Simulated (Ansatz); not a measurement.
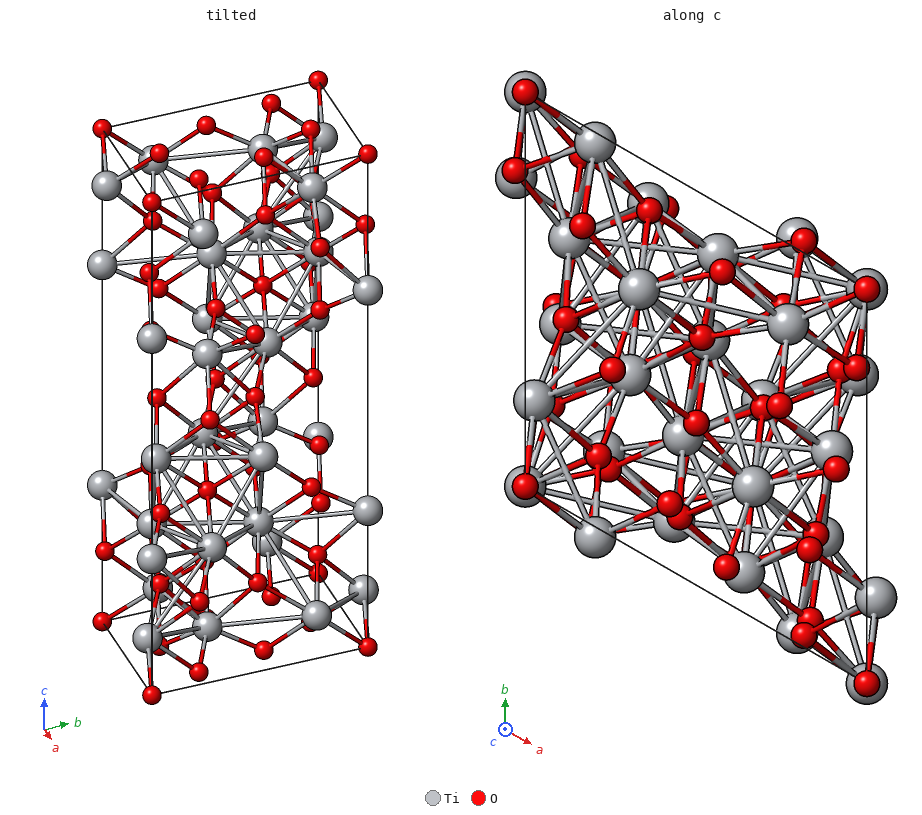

Crystal structure, ball-and-stick style, seen slightly off an axis and along the c axis. The conventional unit cell is drawn as a box. Cell: a = 7.685 Å, b = 7.685 Å, c = 13.908 Å, α = 90.00°, β = 90.00°, γ = 120.00°.

Caption:

The structure is one of Ti8O13. The space group is R-3 (No. 148); the lattice is rhombohedral (trigonal R). One cell contains 24 Ti, 39 O, 63 atoms in all. Taking every contact within bonding distance, one finds Ti 9 to 12 (mean 11.2) and O 3 to 6 (mean 3.7). Not all metal-metal contacts are counted.

Starting structure: a structure listed in the Materials Project. Earlier steps of the study, as a rule a relaxation of our own, may have changed the cell and positions, so they can lie some per cent off the listed ones. A calculation with Ansatz used it as input.
